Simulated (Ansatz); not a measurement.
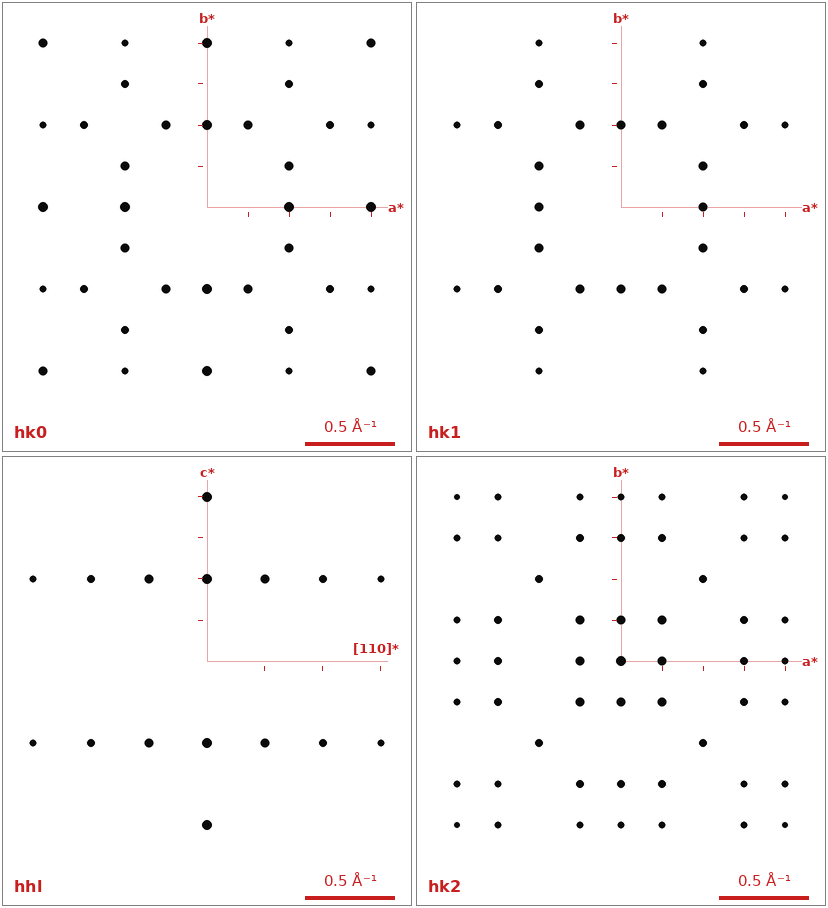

Simulated precession-type sections (X-rays; kinematic intensities, B = 0.5 Å²). The ticks mark integer indices of the conventional cell.

The compound is Fe. Structure: the input geometry of an electronic-structure calculation (not necessarily at equilibrium); the starting structure was generated, so it need not be a known form of this composition.

Q: Read the reciprocal cell and give the direct cell.

A: a* = 0.231, b* = 0.231, c* = 0.231 Å⁻¹; the cell is cubic with a = 4.32 Å.

Q: Which reflection conditions do the layers show?

A: Reflections are present only under these conditions. hkl: no condition; hk0: no condition; hhl: l = 2n; h00: h = 2n. The lattice is primitive (P). Further gaps, such as 0 4 1, 4 0 1, 1 4 0, come from atoms on special positions, not from the group's general conditions. A few very weak reflections are below the display threshold.

Q: Which space groups fit?

A: The intensities have Laue symmetry m-3m (the hk0 layer shows 4mm, hk1 shows 4mm). With these conditions the candidates are P-43n (No. 218), Pm-3n (No. 223). Diffraction geometry alone does not choose among them; the structure has Pm-3n.
